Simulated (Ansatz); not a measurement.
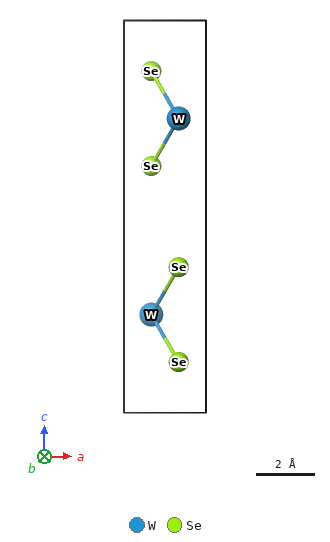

**Figure 1.** The structure as given in the input (ball-and-stick view of the cell of the calculation, along the b axis). An atom can appear more than once, as a periodic image. Near neighbours in the periodic cell (some may lie outside the picture): W has 6 Se at 2.54 Å; Se has 3 W at 2.54 Å.

# WSe₂: geometry relaxation (part 1 of 3)

The run: geometry relaxation of WSe₂ (6 atoms in the cell). Method and program: DFT PBE, scalar-relativistic, plane waves, PAW, no spin polarisation (Ansatz 0.2.0).

The structure derives from a Materials Project entry.

**The input**
```yaml
crystal:
  lattice:
    - [3.3199329218, 0.0, 0.0]
    - [-1.6599664609, 2.8751462491, 0.0]
    - [0.0, 0.0, 13.7371873]
  atoms:
    - { symbol: W, position: [0.66666667, 0.33333333, 0.75] }
    - { symbol: W, position: [0.33333333, 0.66666667, 0.25] }
    - { symbol: Se, position: [0.33333333, 0.66666667, 0.87100079] }
    - { symbol: Se, position: [0.66666667, 0.33333333, 0.37100079] }
    - { symbol: Se, position: [0.33333333, 0.66666667, 0.62899921] }
    - { symbol: Se, position: [0.66666667, 0.33333333, 0.12899921] }
basis:
  ecutwfc: 420
kpoints:
  mp_grid: { grid: [12, 12, 2] }
hamiltonian:
  xc: pbe
scf:
  occupations: { method: gaussian, width: 0.02 }
output:
  forces: true
  stress: true
  eigenvalues: true
  write_density: true
  write_potential: true
  elf: true
  volumetric_format: npy
relax:
  adjacent_minimum: "off"
  f_tol: 0.005
  max_steps: 80
  cell: { stress_tol: 0.05 }
```

Hardware: 1 thread of Intel Xeon (Granite Rapids), 32 GiB of memory available, shared host.

Launched with:
```bash
ansatz run input.yaml --threads 1 --pin off --max-ram 2560MiB --backend cpu --events-out ev --progress --plain --runs-dir out
```

**Log**
```
Engine: ansatz 0.2.0, x86_64-unknown-linux-gnu
Pseudopotentials: kind: paw
Pseudopotential: W, paw, valence charge 14, recommended cutoff 420 eV (normal), W.paw.azcp
Pseudopotential: Se, paw, valence charge 16, recommended cutoff 420 eV (normal), Se.paw.azcp
Functional definition: PBE
  parameter kappa = 0.804
  parameter beta = 0.06672455060314922
  exchange = pbe_x(kappa = kappa, mu = beta*pi^2/3)
  correlation = pbe_c(beta = beta)
Crystal: 6 atoms, lattice volume = 131.125 Å³
Basis set: ecut = 420 eV, 2589 PW (Γ), exchange–correlation on 48×48×192 points (8 copies of the dense FFT grid, shifted against one another)
Bands: 56, of which v1, the nominal top of the filled ones, is band 46 counted from 1 (45 counted from 0)
Symmetry: 24 space group operations
Space group: P63/mmc (ITA 194), of the structure as read, at distance tolerance 5.1e-5 Å
k-points: 38 of 288
Non-local potential: W, projectors of the file, l = 0: 3, l = 1: 2, l = 2: 2, l = 3: 1
Non-local potential: Se, projectors of the file, l = 0: 2, l = 1: 2, l = 2: 3, l = 3: 1
PAW form: soft (Blöchl's): semilocal exchange-correlation on the pseudo side does not see the compensation charge
PAW one-centre angular grid: W, 590 points (default); XC on 64 Gauss nodes
PAW one-centre angular grid: Se, 590 points (default); XC on 64 Gauss nodes
Initial density: superposition of atomic densities (neutral atoms: chi_scale 0, normalization atom), corrected by the library's trained network
Initial wavefunctions: pseudopotential atomic-orbital guess
Functional: x = pbe(κ = 0.804, μ = 0.2195149727645171), c = pbe(β = 0.06672455060314922)
SCF iter   1: F=—  HF=-42649.288578 eV  |F-HF|=—  |Δ(HF+E_count)|=         —  Δρ=4.29e-3  dr2=1.12e-2  ethr=1.77e-3  ⟨swp⟩=6.4  Hψ=7872  notcnv=0  defer=4
preconditioner: auto → Resta (q_TF=auto, 2.572 Å⁻¹)  ε∞=5.8  [insulator: Δε(μ)=1.216 eV  Ē_g=8.870 eV  σ=0.020 eV  W_gap=1.00  n_scr=40 (ndim 8)  ℏωp=19.5 eV  f_vac=0.124  D(μ)=0.00/eV (n_scr^D=0)  ε∞_Penn≈5.8]
SCF iter   2: F=—  HF=-42649.296595 eV  |F-HF|=—  |Δ(HF+E_count)|=   8.02e-3  Δρ=2.44e-3  dr2=2.40e-3  ethr=1.22e-5  ⟨swp⟩=2.0  Hψ=3358  notcnv=0  defer=107
SCF iter   3: F=—  HF=-42649.300700 eV  |F-HF|=—  |Δ(HF+E_count)|=   4.10e-3  Δρ=7.16e-4  dr2=9.31e-4  ethr=2.61e-6  ⟨swp⟩=2.0  Hψ=3053  notcnv=0  defer=107
SCF iter   4: F=—  HF=-42649.300903 eV  |F-HF|=—  |Δ(HF+E_count)|=   2.04e-4  Δρ=1.21e-4  dr2=2.55e-5  ethr=1.01e-6  ⟨swp⟩=2.0  Hψ=2548  notcnv=0  defer=107
SCF iter   5: F=—  HF=-42649.300919 eV  |F-HF|=—  |Δ(HF+E_count)|=   1.55e-5  Δρ=4.81e-5  dr2=6.89e-6  ethr=2.78e-8  ⟨swp⟩=2.0  Hψ=3693  notcnv=0  defer=107
SCF iter   6: F=—  HF=-42649.300922 eV  |F-HF|=—  |Δ(HF+E_count)|=   2.90e-6  Δρ=1.98e-5  dr2=1.30e-6  ethr=7.49e-9  ⟨swp⟩=2.0  Hψ=3678  notcnv=0  defer=107
SCF iter   7: F=-42649.300922 eV  HF=-42649.300922 eV  |F-HF|=7.37e-8  |Δ(HF+E_count)|=   4.77e-7  Δρ=5.98e-6  dr2=5.17e-8  ethr=1.09e-10  ⟨swp⟩=12.2  Hψ=15022  notcnv=0
SCF 1 converged in 7 iterations: F = -42649.300922 eV  dr2 = 5.17e-8
  greatest PAW one-centre occupation: 1.000 electrons in one spin orbital (limit 2), on the Se atom at site 4 (counted from 0), in its partial waves of l = 2
relax step   1: F+E_penalty+E_count = -42649.30092206 eV  Δ(F+E_penalty+E_count) = +0.000e0 eV  max|allowed force component| = 2.554e-1 eV/Å  Δτ_max = 0.0000 Å  P = +1.607 GPa  Ω = 131.125 Å³  (7 SCF iters, dr2 threshold 1.00e-7 eV, accepted)
Crystal: 6 atoms, lattice volume = 133.745 Å³
Basis set: ecut = 420 eV, 2627 PW (Γ), exchange–correlation on 48×48×192 points (8 copies of the dense FFT grid, shifted against one another)
Initial density: handed on by an earlier stage of this run
Initial wavefunctions: those handed on with the density
iter 1 solved again at ethr=1.39e-5 eV; its pass at ethr=3.10e-3 eV (dr2=1.27e-2 eV) is discarded
SCF iter   1: F=—  HF=-42649.306142 eV  |F-HF|=—  |Δ(HF+E_count)|=         —  Δρ=2.11e-3  dr2=1.24e-2  ethr=1.39e-5  ⟨swp⟩=2.6  Hψ=10817  notcnv=0
preconditioner: auto → Resta (q_TF=auto, 2.563 Å⁻¹)  ε∞=5.9  [insulator: Δε(μ)=1.245 eV  Ē_g=8.746 eV  σ=0.020 eV  W_gap=1.00  n_scr=40 (ndim 8)  ℏωp=19.3 eV  f_vac=0.141  D(μ)=0.00/eV (n_scr^D=0)  ε∞_Penn≈5.9]
SCF iter   2: F=—  HF=-42649.304395 eV  |F-HF|=—  |Δ(HF+E_count)|=   1.75e-3  Δρ=1.02e-3  dr2=1.46e-3  ethr=1.34e-5  ⟨swp⟩=2.0  Hψ=2687  notcnv=0
SCF iter   3: F=—  HF=-42649.304205 eV  |F-HF|=—  |Δ(HF+E_count)|=   1.91e-4  Δρ=5.49e-4  dr2=4.67e-4  ethr=1.59e-6  ⟨swp⟩=1.7  Hψ=2514  notcnv=0
SCF iter   4: F=—  HF=-42649.304162 eV  |F-HF|=—  |Δ(HF+E_count)|=   4.26e-5  Δρ=1.05e-4  dr2=2.09e-5  ethr=5.07e-7  ⟨swp⟩=2.6  Hψ=3369  notcnv=0
SCF iter   5: F=—  HF=-42649.304166 eV  |F-HF|=—  |Δ(HF+E_count)|=   3.83e-6  Δρ=5.98e-5  dr2=6.01e-6  ethr=2.27e-8  ⟨swp⟩=2.0  Hψ=3787  notcnv=0
SCF iter   6: F=-42649.304174 eV  HF=-42649.304173 eV  |F-HF|=8.90e-7  |Δ(HF+E_count)|=   7.23e-6  Δρ=1.39e-5  dr2=4.33e-7  ethr=6.52e-10  ⟨swp⟩=9.1  Hψ=15617  notcnv=0
SCF 2 converged in 6 iterations: F = -42649.304174 eV  dr2 = 4.33e-7
  greatest PAW one-centre occupation: 1.000 electrons in one spin orbital (limit 2), on the Se atom at site 5 (counted from 0), in its partial waves of l = 2
relax step   2: F+E_penalty+E_count = -42649.30417402 eV  Δ(F+E_penalty+E_count) = -3.252e-3 eV  max|allowed force component| = 3.381e-1 eV/Å  Δτ_max = 0.0001 Å  P = -1.116 GPa  Ω = 133.745 Å³  energy of the carried Pulay correction = -4.331e-4 eV  (6 SCF iters, dr2 threshold 6.00e-7 eV, accepted)
Crystal: 6 atoms, lattice volume = 135.961 Å³
Basis set: ecut = 420 eV, 2711 PW (Γ), exchange–correlation on 48×48×192 points (8 copies of the dense FFT grid, shifted against one another)
iter 1 solved again at ethr=8.78e-6 eV; its pass at ethr=3.10e-3 eV (dr2=8.07e-3 eV) is discarded
SCF iter   1: F=—  HF=-42649.322090 eV  |F-HF|=—  |Δ(HF+E_count)|=         —  Δρ=2.31e-3  dr2=7.30e-3  ethr=8.78e-6  ⟨swp⟩=2.4  Hψ=9954  notcnv=0
preconditioner: auto → Resta (q_TF=auto, 2.556 Å⁻¹)  ε∞=5.8  [insulator: Δε(μ)=1.334 eV  Ē_g=8.765 eV  σ=0.020 eV  W_gap=1.00  n_scr=52 (ndim 8)  ℏωp=19.1 eV  f_vac=0.155  D(μ)=0.00/eV (n_scr^D=0)  ε∞_Penn≈5.8]
SCF iter   2: F=—  HF=-42649.320636 eV  |F-HF|=—  |Δ(HF+E_count)|=   1.45e-3  Δρ=1.26e-3  dr2=2.27e-3  ethr=7.93e-6  ⟨swp⟩=2.0  Hψ=2728  notcnv=0
SCF iter   3: F=—  HF=-42649.320304 eV  |F-HF|=—  |Δ(HF+E_count)|=   3.32e-4  Δρ=2.62e-4  dr2=1.30e-4  ethr=2.47e-6  ⟨swp⟩=3.0  Hψ=4030  notcnv=0
SCF iter   4: F=—  HF=-42649.320327 eV  |F-HF|=—  |Δ(HF+E_count)|=   2.32e-5  Δρ=1.61e-4  dr2=7.62e-5  ethr=1.41e-7  ⟨swp⟩=3.0  Hψ=3910  notcnv=0
SCF iter   5: F=—  HF=-42649.320325 eV  |F-HF|=—  |Δ(HF+E_count)|=   2.07e-6  Δρ=5.16e-5  dr2=1.13e-5  ethr=8.29e-8  ⟨swp⟩=2.3  Hψ=3004  notcnv=0
SCF iter   6: F=—  HF=-42649.320327 eV  |F-HF|=—  |Δ(HF+E_count)|=   2.61e-6  Δρ=1.83e-5  dr2=8.15e-7  ethr=1.23e-8  ⟨swp⟩=2.0  Hψ=2740  notcnv=0
SCF iter   7: F=-42649.320329 eV  HF=-42649.320329 eV  |F-HF|=6.46e-8  |Δ(HF+E_count)|=   1.44e-6  Δρ=1.20e-5  dr2=2.35e-7  ethr=6.52e-10  ⟨swp⟩=11.4  Hψ=19612  notcnv=0
SCF 3 converged in 7 iterations: F = -42649.320329 eV  dr2 = 2.35e-7
relax step   3: F+E_penalty+E_count = -42649.32032871 eV  Δ(F+E_penalty+E_count) = -1.615e-2 eV  max|allowed force component| = 3.996e-2 eV/Å  Δτ_max = 0.0359 Å  P = -0.336 GPa  Ω = 135.961 Å³  energy of the carried Pulay correction = -7.929e-4 eV  (7 SCF iters, dr2 threshold 6.00e-7 eV, accepted)
Crystal: 6 atoms, lattice volume = 137.012 Å³
Basis set: ecut = 420 eV, 2735 PW (Γ), exchange–correlation on 48×48×192 points (8 copies of the dense FFT grid, shifted against one another)
iter 1 solved again at ethr=2.49e-6 eV; its pass at ethr=3.10e-3 eV (dr2=2.29e-3 eV) is discarded
SCF iter   1: F=—  HF=-42649.324303 eV  |F-HF|=—  |Δ(HF+E_count)|=         —  Δρ=1.53e-3  dr2=2.42e-3  ethr=2.49e-6  ⟨swp⟩=2.5  Hψ=10359  notcnv=0
preconditioner: auto → Resta (q_TF=auto, 2.553 Å⁻¹)  ε∞=5.7  [insulator: Δε(μ)=1.381 eV  Ē_g=8.796 eV  σ=0.020 eV  W_gap=1.00  n_scr=52 (ndim 8)  ℏωp=19.0 eV  f_vac=0.164  D(μ)=0.00/eV (n_scr^D=0)  ε∞_Penn≈5.7]
SCF iter   2: F=—  HF=-42649.323890 eV  |F-HF|=—  |Δ(HF+E_count)|=   4.13e-4  Δρ=7.93e-4  dr2=6.37e-4  ethr=2.49e-6  ⟨swp⟩=2.4  Hψ=2665  notcnv=0
SCF iter   3: F=—  HF=-42649.323859 eV  |F-HF|=—  |Δ(HF+E_count)|=   3.09e-5  Δρ=2.87e-4  dr2=1.94e-4  ethr=6.92e-7  ⟨swp⟩=3.0  Hψ=4060  notcnv=0
SCF iter   4: F=—  HF=-42649.323820 eV  |F-HF|=—  |Δ(HF+E_count)|=   3.91e-5  Δρ=1.01e-4  dr2=1.89e-5  ethr=2.10e-7  ⟨swp⟩=2.3  Hψ=2545  notcnv=0
SCF iter   5: F=—  HF=-42649.323830 eV  |F-HF|=—  |Δ(HF+E_count)|=   9.55e-6  Δρ=2.53e-5  dr2=2.61e-6  ethr=2.05e-8  ⟨swp⟩=2.0  Hψ=3733  notcnv=0
SCF iter   6: F=—  HF=-42649.323830 eV  |F-HF|=—  |Δ(HF+E_count)|=   6.32e-7  Δρ=1.57e-5  dr2=9.32e-7  ethr=6.52e-10  ⟨swp⟩=11.4  Hψ=19544  notcnv=0
SCF iter   7: F=-42649.323832 eV  HF=-42649.323831 eV  |F-HF|=3.39e-8  |Δ(HF+E_count)|=   1.05e-6  Δρ=4.74e-6  dr2=3.54e-8  ethr=6.52e-10  ⟨swp⟩=11.2  Hψ=17020  notcnv=0
SCF 4 converged in 7 iterations: F = -42649.323832 eV  dr2 = 3.54e-8
  Residual-converged pass: ⟨swp⟩=1.1  Hψ=2283  notcnv=0  max |occ|·‖R‖ = 7.1e-9 eV (tolerance 1.0e-8 eV)  dr2=3.54e-8  dr2_onsite=1.09e-8  max |Δocc| = 0.0e0
relax step   4: F+E_penalty+E_count = -42649.32383153 eV  Δ(F+E_penalty+E_count) = -3.503e-3 eV  max|allowed force component| = 3.943e-2 eV/Å  Δτ_max = 0.0214 Å  P = +0.274 GPa  Ω = 137.012 Å³  energy of the carried Pulay correction = -9.614e-4 eV  (7 SCF iters, dr2 threshold 6.00e-7 eV, accepted)
Crystal: 6 atoms, lattice volume = 139.871 Å³
Basis set: ecut = 420 eV, 2785 PW (Γ), exchange–correlation on 48×48×192 points (8 copies of the dense FFT grid, shifted against one another)
iter 1 solved again at ethr=7.65e-6 eV; its pass at ethr=3.10e-3 eV (dr2=7.04e-3 eV) is discarded
SCF iter   1: F=—  HF=-42649.327849 eV  |F-HF|=—  |Δ(HF+E_count)|=         —  Δρ=2.17e-3  dr2=6.53e-3  ethr=7.65e-6  ⟨swp⟩=2.8  Hψ=11123  notcnv=0
preconditioner: auto → Resta (q_TF=auto, 2.544 Å⁻¹)  ε∞=5.6  [insulator: Δε(μ)=1.408 eV  Ē_g=8.779 eV  σ=0.020 eV  W_gap=1.00  n_scr=52 (ndim 8)  ℏωp=18.8 eV  f_vac=0.181  D(μ)=0.00/eV (n_scr^D=0)  ε∞_Penn≈5.6]
SCF iter   2: F=—  HF=-42649.326771 eV  |F-HF|=—  |Δ(HF+E_count)|=   1.08e-3  Δρ=1.22e-3  dr2=1.82e-3  ethr=7.09e-6  ⟨swp⟩=2.0  Hψ=2736  notcnv=0
SCF iter   3: F=—  HF=-42649.326688 eV  |F-HF|=—  |Δ(HF+E_count)|=   8.33e-5  Δρ=4.15e-4  dr2=6.17e-4  ethr=1.98e-6  ⟨swp⟩=3.0  Hψ=4037  notcnv=0
SCF iter   4: F=—  HF=-42649.326642 eV  |F-HF|=—  |Δ(HF+E_count)|=   4.60e-5  Δρ=1.74e-4  dr2=6.31e-5  ethr=6.71e-7  ⟨swp⟩=2.0  Hψ=2341  notcnv=0
SCF iter   5: F=—  HF=-42649.326649 eV  |F-HF|=—  |Δ(HF+E_count)|=   7.32e-6  Δρ=5.10e-5  dr2=1.03e-5  ethr=6.85e-8  ⟨swp⟩=2.0  Hψ=3720  notcnv=0
SCF iter   6: F=—  HF=-42649.326650 eV  |F-HF|=—  |Δ(HF+E_count)|=   4.46e-7  Δρ=2.79e-5  dr2=2.76e-6  ethr=1.11e-8  ⟨swp⟩=2.0  Hψ=3780  notcnv=0
SCF iter   7: F=-42649.326652 eV  HF=-42649.326652 eV  |F-HF|=4.69e-8  |Δ(HF+E_count)|=   2.68e-6  Δρ=1.70e-5  dr2=4.60e-7  ethr=6.52e-10  ⟨swp⟩=8.9  Hψ=16523  notcnv=0
SCF 5 converged in 7 iterations: F = -42649.326652 eV  dr2 = 4.60e-7
relax step   5: F+E_penalty+E_count = -42649.32665230 eV  Δ(F+E_penalty+E_count) = -2.821e-3 eV  max|allowed force component| = 4.513e-3 eV/Å  Δτ_max = 0.0302 Å  P = +0.015 GPa  Ω = 139.871 Å³  energy of the carried Pulay correction = -1.413e-3 eV  (7 SCF iters, dr2 threshold 6.00e-7 eV, accepted)
Crystal: 6 atoms, lattice volume = 142.425 Å³
Basis set: ecut = 420 eV, 2821 PW (Γ), exchange–correlation on 48×48×192 points (8 copies of the dense FFT grid, shifted against one another)
iter 1 solved again at ethr=6.54e-6 eV; its pass at ethr=3.10e-3 eV (dr2=6.01e-3 eV) is discarded
SCF iter   1: F=—  HF=-42649.328428 eV  |F-HF|=—  |Δ(HF+E_count)|=         —  Δρ=2.09e-3  dr2=5.52e-3  ethr=6.54e-6  ⟨swp⟩=2.8  Hψ=11070  notcnv=0
preconditioner: auto → Resta (q_TF=auto, 2.537 Å⁻¹)  ε∞=5.5  [insulator: Δε(μ)=1.443 eV  Ē_g=8.778 eV  σ=0.020 eV  W_gap=1.00  n_scr=54 (ndim 8)  ℏωp=18.7 eV  f_vac=0.194  D(μ)=0.00/eV (n_scr^D=0)  ε∞_Penn≈5.5]
SCF iter   2: F=—  HF=-42649.327462 eV  |F-HF|=—  |Δ(HF+E_count)|=   9.66e-4  Δρ=1.17e-3  dr2=1.73e-3  ethr=6.00e-6  ⟨swp⟩=2.0  Hψ=2728  notcnv=0
SCF iter   3: F=—  HF=-42649.327346 eV  |F-HF|=—  |Δ(HF+E_count)|=   1.17e-4  Δρ=2.98e-4  dr2=2.37e-4  ethr=1.88e-6  ⟨swp⟩=2.1  Hψ=3888  notcnv=0
SCF iter   4: F=—  HF=-42649.327346 eV  |F-HF|=—  |Δ(HF+E_count)|=   3.61e-8  Δρ=1.55e-4  dr2=6.88e-5  ethr=2.58e-7  ⟨swp⟩=2.0  Hψ=2630  notcnv=0
SCF iter   5: F=—  HF=-42649.327396 eV  |F-HF|=—  |Δ(HF+E_count)|=   4.97e-5  Δρ=6.21e-5  dr2=1.12e-5  ethr=7.48e-8  ⟨swp⟩=2.8  Hψ=3828  notcnv=0
SCF iter   6: F=—  HF=-42649.327387 eV  |F-HF|=—  |Δ(HF+E_count)|=   8.61e-6  Δρ=2.10e-5  dr2=2.00e-6  ethr=1.22e-8  ⟨swp⟩=2.0  Hψ=3800  notcnv=0
SCF iter   7: F=—  HF=-42649.327388 eV  |F-HF|=—  |Δ(HF+E_count)|=   6.04e-7  Δρ=8.82e-6  dr2=1.68e-7  ethr=2.18e-9  ⟨swp⟩=2.1  Hψ=3802  notcnv=0
SCF iter   8: F=-42649.327388 eV  HF=-42649.327388 eV  |F-HF|=2.21e-8  |Δ(HF+E_count)|=   2.57e-7  Δρ=1.77e-6  dr2=6.77e-9  ethr=1.71e-11  ⟨swp⟩=7.0  Hψ=15144  notcnv=0
SCF 6 converged in 8 iterations: F = -42649.327388 eV  dr2 = 6.77e-9
relax step   6: F+E_penalty+E_count = -42649.32738781 eV  Δ(F+E_penalty+E_count) = -7.355e-4 eV  max|allowed force component| = 2.358e-2 eV/Å  Δτ_max = 0.0299 Å  P = +0.114 GPa  Ω = 142.425 Å³  energy of the carried Pulay correction = -1.809e-3 eV  (8 SCF iters, dr2 threshold 1.58e-8 eV, accepted)
Crystal: 6 atoms, lattice volume = 143.015 Å³
Basis set: ecut = 420 eV, 2823 PW (Γ), exchange–correlation on 48×48×192 points (8 copies of the dense FFT grid, shifted against one another)
iter 1 solved again at ethr=3.24e-7 eV; its pass at ethr=3.10e-3 eV (dr2=2.98e-4 eV) is discarded
SCF iter   1: F=—  HF=-42649.327477 eV  |F-HF|=—  |Δ(HF+E_count)|=         —  Δρ=3.82e-4  dr2=2.59e-4  ethr=3.24e-7  ⟨swp⟩=3.0  Hψ=10406  notcnv=0
preconditioner: auto → Resta (q_TF=auto, 2.535 Å⁻¹)  ε∞=5.5  [insulator: Δε(μ)=1.446 eV  Ē_g=8.774 eV  σ=0.020 eV  W_gap=1.00  n_scr=54 (ndim 8)  ℏωp=18.6 eV  f_vac=0.195  D(μ)=0.00/eV (n_scr^D=0)  ε∞_Penn≈5.5]
SCF iter   2: F=—  HF=-42649.327437 eV  |F-HF|=—  |Δ(HF+E_count)|=   3.98e-5  Δρ=2.17e-4  dr2=5.98e-5  ethr=2.82e-7  ⟨swp⟩=2.0  Hψ=2309  notcnv=0
SCF iter   3: F=—  HF=-42649.327456 eV  |F-HF|=—  |Δ(HF+E_count)|=   1.87e-5  Δρ=8.02e-5  dr2=2.39e-5  ethr=6.49e-8  ⟨swp⟩=2.1  Hψ=2878  notcnv=0
SCF iter   4: F=—  HF=-42649.327455 eV  |F-HF|=—  |Δ(HF+E_count)|=   9.62e-7  Δρ=3.15e-5  dr2=2.21e-6  ethr=2.60e-8  ⟨swp⟩=2.9  Hψ=3626  notcnv=0
SCF iter   5: F=—  HF=-42649.327456 eV  |F-HF|=—  |Δ(HF+E_count)|=   1.08e-6  Δρ=8.79e-6  dr2=3.85e-7  ethr=2.41e-9  ⟨swp⟩=2.0  Hψ=3794  notcnv=0
SCF iter   6: F=-42649.327456 eV  HF=-42649.327456 eV  |F-HF|=6.39e-8  |Δ(HF+E_count)|=   3.19e-8  Δρ=5.74e-6  dr2=1.05e-7  ethr=1.22e-10  ⟨swp⟩=10.3  Hψ=16709  notcnv=0
SCF 7 converged in 6 iterations: F = -42649.327456 eV  dr2 = 1.05e-7
relax step   7: F+E_penalty+E_count = -42649.32745613 eV  Δ(F+E_penalty+E_count) = -6.832e-5 eV  max|allowed force component| = 6.832e-3 eV/Å  Δτ_max = 0.0048 Å  P = -0.022 GPa  Ω = 143.015 Å³  energy of the carried Pulay correction = -1.899e-3 eV  (6 SCF iters, dr2 threshold 1.13e-7 eV, accepted)
Crystal: 6 atoms, lattice volume = 143.689 Å³
iter 1 solved again at ethr=4.88e-7 eV; its pass at ethr=3.10e-3 eV (dr2=4.49e-4 eV) is discarded
SCF iter   1: F=—  HF=-42649.327459 eV  |F-HF|=—  |Δ(HF+E_count)|=         —  Δρ=5.43e-4  dr2=3.88e-4  ethr=4.88e-7  ⟨swp⟩=3.0  Hψ=10446  notcnv=0
preconditioner: auto → Resta (q_TF=auto, 2.533 Å⁻¹)  ε∞=5.5  [insulator: Δε(μ)=1.454 eV  Ē_g=8.774 eV  σ=0.020 eV  W_gap=1.00  n_scr=54 (ndim 8)  ℏωp=18.6 eV  f_vac=0.200  D(μ)=0.00/eV (n_scr^D=0)  ε∞_Penn≈5.5]
SCF iter   2: F=—  HF=-42649.327391 eV  |F-HF|=—  |Δ(HF+E_count)|=   6.78e-5  Δρ=3.02e-4  dr2=1.20e-4  ethr=4.21e-7  ⟨swp⟩=2.0  Hψ=2260  notcnv=0
SCF iter   3: F=—  HF=-42649.327383 eV  |F-HF|=—  |Δ(HF+E_count)|=   8.45e-6  Δρ=7.89e-5  dr2=1.85e-5  ethr=1.30e-7  ⟨swp⟩=2.7  Hψ=3560  notcnv=0
SCF iter   4: F=—  HF=-42649.327404 eV  |F-HF|=—  |Δ(HF+E_count)|=   2.11e-5  Δρ=4.05e-5  dr2=4.72e-6  ethr=2.01e-8  ⟨swp⟩=2.1  Hψ=2614  notcnv=0
SCF iter   5: F=—  HF=-42649.327395 eV  |F-HF|=—  |Δ(HF+E_count)|=   8.81e-6  Δρ=1.65e-5  dr2=8.55e-7  ethr=5.13e-9  ⟨swp⟩=2.9  Hψ=3887  notcnv=0
SCF iter   6: F=—  HF=-42649.327395 eV  |F-HF|=—  |Δ(HF+E_count)|=   4.16e-7  Δρ=5.23e-6  dr2=1.43e-7  ethr=9.30e-10  ⟨swp⟩=2.0  Hψ=3794  notcnv=0
SCF iter   7: F=—  HF=-42649.327395 eV  |F-HF|=—  |Δ(HF+E_count)|=   4.19e-8  Δρ=2.06e-6  dr2=1.13e-8  ethr=1.56e-10  ⟨swp⟩=2.1  Hψ=3802  notcnv=0
SCF iter   8: F=-42649.327396 eV  HF=-42649.327396 eV  |F-HF|=1.42e-9  |Δ(HF+E_count)|=   1.91e-8  Δρ=4.50e-7  dr2=4.29e-10  ethr=3.17e-12  ⟨swp⟩=8.0  Hψ=13195  notcnv=0
SCF 8 converged in 8 iterations: F = -42649.327396 eV  dr2 = 4.29e-10
relax step   8: F+E_penalty+E_count = -42649.32739552 eV  Δ(F+E_penalty+E_count) = +6.061e-5 eV  max|allowed force component| = 1.688e-3 eV/Å  Δτ_max = 0.0077 Å  P = +0.007 GPa  Ω = 143.689 Å³  energy of the carried Pulay correction = -2.002e-3 eV  (8 SCF iters, dr2 threshold 2.92e-9 eV, accepted)
Basis set: ecut = 420 eV, 2823 PW (Γ), exchange–correlation on 48×48×216 points (8 copies of the dense FFT grid, shifted against one another)
Initial wavefunctions: pseudopotential atomic-orbital guess (no wavefunctions were taken with the density)
iter 1 solved again at ethr=7.18e-8 eV; its pass at ethr=3.10e-3 eV (dr2=6.61e-5 eV) is discarded
```
